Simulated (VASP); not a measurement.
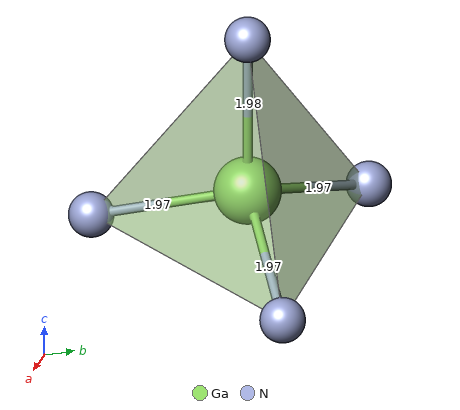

Coordination of Ga in GaN (P6_3mc); bond lengths in Å. Shape measures S are computed against regular polyhedra or, for capped shapes, the nearer of the equal-edge and equal-bond forms. Origin: the geometry relaxed with VASP Kohn-Sham DFT of a periodic cell, LAK, VASP PAW PBE potentials, recommended in VASP 6.6.1.

Name the coordination polyhedron and say how regular it is.

Answer. GaN4: an essentially ideal tetrahedron (coordination number 4, S = 0.00; next best see-saw, S = 9.7).
